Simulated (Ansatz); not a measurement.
System: Ir.

The calculation's input:

```
crystal:
  lattice:
    - [0.06446927, 1.83735574, 1.75604886]
    - [1.94181314, 0.07743499, 1.74308315]
    - [2.17282487, 2.05540176, -0.15357675]
  atoms:
    - { symbol: Ir, position: [0.0, 0.0, 0.0] }
hamiltonian:
  xc: r2scan
  pseudopotentials: { kind: paw }
kpoints:
  mp_grid: { grid: [12, 13, 11] }
  band_path:
    path:
      - [[-0.5, -0.5, -0.5], [0.0, 0.0, 0.0], [0.0, 0.0, 0.5]]
      - [[-0.5, -0.5, 0.0], [0.0, 0.0, 0.0], [0.0, 0.5, 0.0]]
      - [[-0.5, 0.0, -0.5], [0.0, 0.0, 0.0], [0.0, 0.5, 0.5]]
      - [[-0.5, 0.0, 0.0], [0.0, 0.0, 0.0]]
    npoints: 14
scf:
  occupations: { method: fermi_dirac, width: 0.05 }
  n_extra_bands: 6
output:
  forces: true
  stress: true
  eigenvalues: true
  fatbands: true
  write_density: true
  write_potential: true
  elf: true
  volumetric_format: npy
```

Command:

```sh
ansatz run input.yaml --threads 2 --pin off --max-ram 5632MiB --backend cpu --events-out ev --progress --plain --runs-dir out
```

Below, planes, directions and counts refer to the conventional cell (a = 2.54 Å, b = 2.57 Å, c = 2.75 Å, α = 64.71°, β = 87.39°, γ = 61.36°).

Space group P-1; computed pressure about 21 GPa in this cell.

Theory: Ansatz, Kohn-Sham DFT of a periodic cell, r2SCAN, Ansatz PAW.

What will maps of the valence pseudo-density and electron localisation function show?

Answer. Ir–Ir (2.61 Å): ρ is about 0.53 e/Å³ halfway; the ELF is about 0.35 at the midpoint.

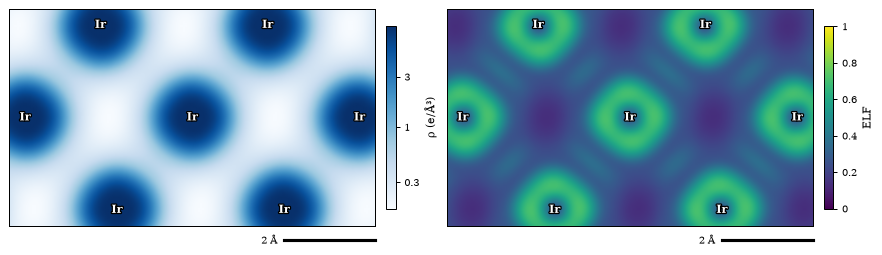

Computed valence pseudo-density and electron localisation function on the (111) plane of the conventional cell, in this order. 

Core electrons are frozen (PAW), and the valence fields are smoothed inside the atomic spheres.
